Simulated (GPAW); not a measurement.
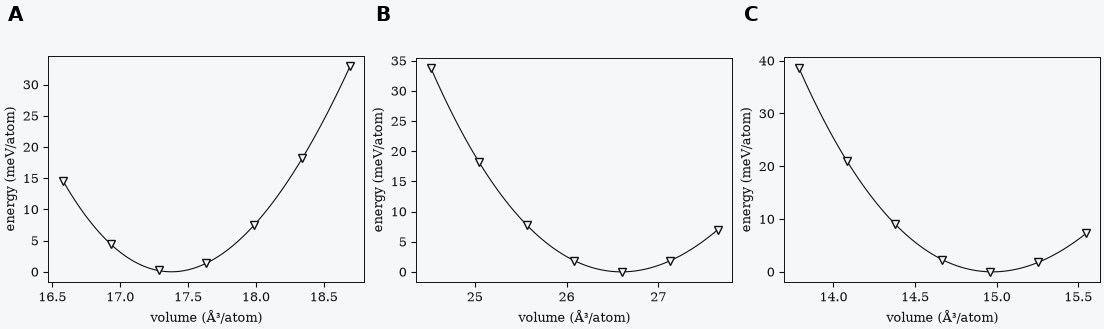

Each panel shows the energy against volume for one of these solids: PbS, Fm-3m (No. 225); Si, P6/mmm (No. 191); Ti, P6_3/mmc (No. 194).

How it was computed, with GPAW 26.7.0: PAW DFT in plane waves, on a grid or in atomic orbitals, no spin polarisation; energies at scaled volumes of the given cell, shape and fractions fixed, counted from the fit's minimum, third-order Birch-Murnaghan fit. Level: r2SCAN.

Q: Which panel belongs to which solid?

A: A is Ti (energy from 0.22 meV/atom to 32.93 meV/atom, V0 17.38 Å³/atom, B0 118 GPa); B is PbS (energy from 0.00 meV/atom to 33.81 meV/atom, V0 26.6 Å³/atom, B0 57.9 GPa); C is Si (energy from 0.00 meV/atom to 38.66 meV/atom, V0 14.97 Å³/atom, B0 113 GPa).

For PbS, limits of the calculation: the fit and the printed pressures don't fully agree, or the minimum lies near the end of the range; spin-orbit coupling left out, heavy elements.

For Si, limits of the calculation: the fit and the printed pressures don't fully agree, or the minimum lies near the end of the range; shape and atomic fractions are frozen while scaling, which makes layered, chain and framework solids too stiff.

For Ti, limits of the calculation: the fit and the printed pressures don't fully agree, or the minimum lies near the end of the range; shape and atomic fractions are frozen while scaling, which makes layered, chain and framework solids too stiff.
